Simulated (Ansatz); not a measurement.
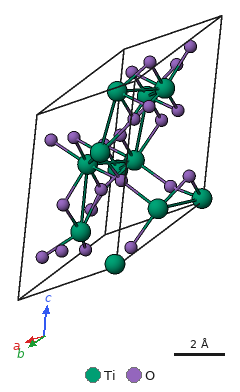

This is the input geometry for a relaxation of a defect cell of composition Ti10O19 (cell charge +2). Style: ball-and-stick. Shown: the cell of the calculation, from a free direction.

All numbers below come from DFT PBEsol, scalar-relativistic, plane waves, PAW in Ansatz.

(plane-wave cutoff 420 eV; k-point mesh 2 × 2 × 2; occupations gaussian; smearing width 0.02 eV; mesh shifted by (0.5, 0.5, 0.5); collinear spin; atoms relaxed in a fixed cell; force threshold 0.03 eV/Å; at most 40 steps)

```
Ti O
1.0
     5.65319    1.88440   -4.77915
    -1.88440    5.65319    4.77915
     1.88440   -5.65319    4.77915
Ti O
10 19
Direct
  0.44211 0.82231 0.63299
  0.60045 0.19870 0.39878
  0.01513 0.99782 0.01546
  0.75926 0.59072 0.18092
  0.18575 0.40067 0.78323
  0.10291 0.42894 0.12883
  0.30347 0.84917 0.94691
  0.70822 0.65032 0.55578
  0.49256 0.24789 0.74254
  0.89732 0.04376 0.34616
  0.30758 0.06093 0.15666
  0.70744 0.85571 0.77322
  0.49346 0.46616 0.94876
  0.89330 0.24946 0.55385
  0.00234 0.20042 0.20551
  0.19855 0.60352 0.99860
  0.60041 0.40802 0.60809
  0.41052 0.01798 0.81667
  0.79037 0.80652 0.40799
  0.10046 0.23414 0.93423
  0.27587 0.63774 0.71720
  0.70917 0.44773 0.34874
  0.49174 0.03995 0.53909
  0.92503 0.84168 0.16240
  0.37003 0.60710 0.39256
  0.60042 0.98838 0.18847
  0.99997 0.79178 0.78996
  0.83092 0.42293 0.03765
  0.20086 0.19030 0.59231
```

> Where does the relaxation end?

O18 moves most: 0.069 Å roughly along [3 1 2]. By element the largest moves are O 0.069 Å, Ti 0.046 Å. The cell stays as it was. Among the contacts that change: Ti9–O28 2.230 → 2.297 Å, Ti8–O25 2.229 → 2.275 Å, Ti8–O27 1.868 → 1.841 Å, Ti3–O27 1.995 → 2.021 Å. After 4 accepted moves (5 points after the start) the energy has fallen by 30.8 meV per cell of the calculation. The largest force component goes from 0.31 to 0.025 eV/Å. 1 step only repeated the SCF at the same geometry. The program noted that the starting moments weren't kept. The run took 67 s on 8 threads of Arm Neoverse V2 (shared host), peak memory 1.6 GiB.

History of the run:

| step | E − E(0), meV/atom | largest force component, eV/Å | note |
| --- | --- | --- | --- |
| 0 | 0.00 | 0.3089 |  |
| 1 | -0.49 | 0.1680 |  |
| 2 | -0.52 | 0.2109 |  |
| 3 | -0.93 | 0.0900 |  |
| 4 | -1.06 | 0.0255 |  |
| 5 | -1.06 | 0.0255 | same geometry, SCF repeated |

After the run, drawn alike:

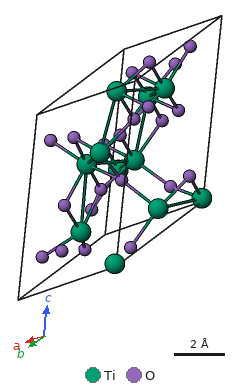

Limits of the set-up: the periodic images lie only 7.6 Å apart, so the values are limited by the cell's size; the cell is charged, on a uniform background, and energies carry no finite-size correction.
